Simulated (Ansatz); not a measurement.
# Run report: Ni2Si, single-point calculation (part 1 of 2)

Ni2Si (P6₃/mmc, 6 atoms in the cell), computed with DFT r2SCAN, scalar-relativistic, plane waves, PAW, spin-polarised (Ansatz 0.2.0).

The structure derives from an entry of the Crystallography Open Database.

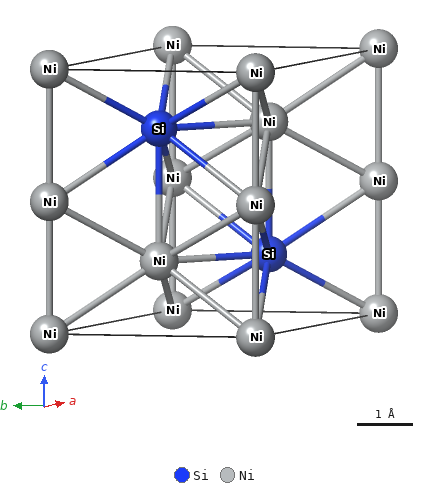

Fig. 1: The structure as given in the input (ball-and-stick view of the cell of the calculation, seen at an oblique angle). Near neighbours in the crystal (not all of them lie inside the picture): Si has 11 Ni at 2.21 to 2.54 Å; Ni has 8 Ni at 2.47 to 2.54 Å and 6 Si at 2.54 Å; Ni has 6 Ni at 2.54 Å and 5 Si at 2.21 to 2.47 Å.

Results in brief

- outcome: converged
- space group (tolerance 0.01 Å): P6₃/mmc (194)
- electrons treated: 80
- free energy: −24662.1921 eV
- Fermi energy: 17.817 eV
- gap on the k-point mesh: none (metallic)
- net moment of the cell: 0.00 μB
- integrated absolute moment: 0.00 μB
- pressure: 3.38 GPa
- largest force (length of the vector): under 0.001 eV/Å
- hardware: 1 thread of Oxide Virtual Turin-like (Zen 5), 32 GiB of memory available, shared host
- wall time: 25 s
- peak memory: 0.63 GiB

The electronic state found may not be the lowest one. Warnings of the run: some starting moments were not kept; the state was not tested for a lower one.

The input
```yaml
crystal:
  lattice:
    - [3.8359985066, 0.0, 0.0]
    - [-1.9179992533, 3.3220721556, 0.0]
    - [0.0, 0.0, 4.948]
  atoms:
    - { symbol: Si, position: [0.3333333333, 0.6666666667, 0.75] }
    - { symbol: Si, position: [0.6666666667, 0.3333333333, 0.25] }
    - { symbol: Ni, position: [0.0, 0.0, 0.0], spin: 2.0 }
    - { symbol: Ni, position: [0.0, 0.0, 0.5], spin: 2.0 }
    - { symbol: Ni, position: [0.3333333333, 0.6666666667, 0.25], spin: 2.0 }
    - { symbol: Ni, position: [0.6666666667, 0.3333333333, 0.75], spin: 2.0 }
basis:
  ecutwfc: 500
kpoints:
  mp_grid: { grid: [6, 6, 4] }
hamiltonian:
  xc: r2scan
scf:
  occupations: { method: gaussian, width: 0.1 }
  lower_state_search: "off"
output:
  forces: true
  stress: true
  eigenvalues: true
  populations: true
magnetization:
  spin_polarized: true
```

Command:
```bash
ansatz run input.yaml --threads 1 --pin off --max-ram 2560MiB --backend cpu --events-out ev --progress --plain --runs-dir out
```

What the program printed
```
Engine: ansatz 0.2.0, x86_64-unknown-linux-gnu
Pseudopotentials: kind: paw
Pseudopotential: Si, paw, valence charge 4, recommended cutoff 500 eV (meta_gga), Si.paw.azcp
Pseudopotential: Ni, paw, valence charge 18, recommended cutoff 500 eV (meta_gga), Ni.paw.azcp
Functional definition: r2SCAN
  parameter k0 = 0.174
  parameter k1 = 0.065
  parameter a1 = 4.9479
  exchange = r2scan_x(k0 = k0, k1 = k1, a1 = a1)
  correlation = r2scan_c
Crystal: 6 atoms, lattice volume = 63.055 Å³
Basis set: ecut = 500 eV, 1585 PW (Γ), exchange–correlation on 120×120×160 points (64 copies of the dense FFT grid, shifted against one another)
Bands: 53, of which v1, the nominal top of the filled ones, is band 40 counted from 1 (39 counted from 0)
Symmetry: 24 space group operations
Space group: P63/mmc (ITA 194), of the structure as read, at distance tolerance 4.0e-5 Å
Magnetic group: BNS 194.263 (UNI 1493), of the structure as read, at distance tolerance 4.0e-5 Å
k-points: 21 of 144
Non-local potential: Si, projectors of the file, l = 0: 2, l = 1: 2, l = 2: 2
Non-local potential: Ni, projectors of the file, l = 0: 3, l = 1: 2, l = 2: 3, l = 3: 1
PAW form: soft (Blöchl's): semilocal exchange-correlation on the pseudo side does not see the compensation charge
PAW frozen core: Si, regenerated for the run's functional (the file was generated under x = pbe(κ = 0.804, μ = 0.2195149727645171), c = pbe(β = 0.06672455060314922))
PAW frozen core: Ni, regenerated for the run's functional (the file was generated under x = pbe(κ = 0.804, μ = 0.2195149727645171), c = pbe(β = 0.06672455060314922))
PAW one-centre angular grid: Si, 302 points (default); XC on 160 Gauss nodes
PAW one-centre angular grid: Ni, 590 points (default); XC on 160 Gauss nodes
Initial density: superposition of atomic densities (chi_scale 0.1, normalization cell)
Starting moments: Σ|m| = 8 μB on 4 of 6 sites
Initial wavefunctions: pseudopotential atomic-orbital guess
Functional: x = r2scan, c = r2scan; τ floored in thin density (d = 2e-4 eV/Å³)
```
